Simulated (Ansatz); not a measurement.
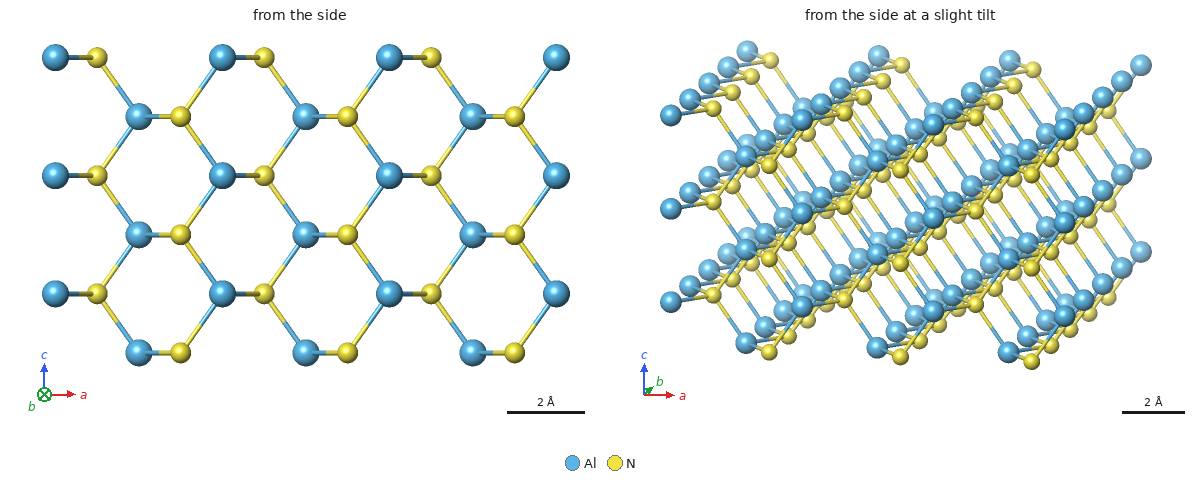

A ball-and-stick picture of a periodic slab, seen from the side and from the side at a slight tilt. The surface normal points up in side views; the vacuum is left out. 3×4 cells are drawn in the plane, with atoms at the edges repeated.

The cell holds 6 Al, 6 N.

Q: Which species face the vacuum on either side?

A: The top face ends in Al and N, the bottom face in Al and N. The two faces are alike.

Q: Give the thickness from the bottom atom to the top atom.

A: About 8 Å from the lowest to the highest atom.

Q: Name the atomic layers in order from the top face down.

A: Six planes: AlN / AlN / AlN / AlN / AlN / AlN.

Q: How is it built?

A: Al takes three kinds of site: two a cell with four N in a tetrahedral arrangement at about 1.9 Å; two a cell with four N in a tetrahedral arrangement at about 1.9 Å; two a cell with three N in a trigonal pyramidal arrangement at about 1.9 Å. N takes three kinds of site: two a cell with four Al in a tetrahedral arrangement at about 1.9 Å; two a cell with four Al in a tetrahedral arrangement at about 1.9 Å; two a cell with three Al in a trigonal pyramidal arrangement at about 1.9 Å. The bonds build AlN layers parallel to the surface.

The model was built from a structure listed in the Materials Project. The cell was then strained or its atoms displaced on purpose. It went into a calculation with Ansatz.

At this level of theory the run's own cell isn't at rest (forces up to 3.3 eV/Å), so its distances can differ from those at equilibrium, the more so the softer the solid.
